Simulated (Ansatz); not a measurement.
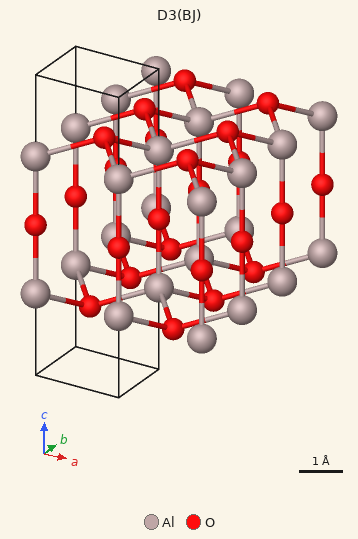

Solid Al2O3 (set up in P-3m1), relaxed (cell and atoms) with several dispersion corrections. The picture shows the result with D3(BJ). Style: ball-and-stick. Shown: the cell of the calculation, repeated 2 × 3 × 1 with one cell outlined, slightly off an axis.

Computed with Ansatz 0.2.0: PBEsol, Ansatz PAW. Set-up: plane-wave cutoff 420 eV; k-point mesh 10 × 10 × 4; occupations fermi-dirac; smearing width 0.05 eV; no spin polarisation; cell and atoms relaxed; force threshold 0.01 eV/Å.

```json
{"dispersion correction": "none", "volume (Å³/atom)": "?", "a (Å)": "?", "c (Å)": "?"}
{"dispersion correction": "D3(BJ)", "volume (Å³/atom)": "11.216", "a (Å)": "2.975", "c (Å)": "7.314"}
{"dispersion correction": "D3(BJ)-ATM", "volume (Å³/atom)": "11.290", "a (Å)": "2.977", "c (Å)": "7.353"}
{"dispersion correction": "D4", "volume (Å³/atom)": "11.348", "a (Å)": "2.979", "c (Å)": "7.385"}
```

### Fill in the missing row.

With none the volume is the largest of the series, above D4 (11.348). The calculation gives 12.332 Å³/atom (a = 2.988 Å, c = 7.972 Å). In order of volume: D3(BJ) < D3(BJ)-ATM < D4 < none; the spread is 10.0 %.
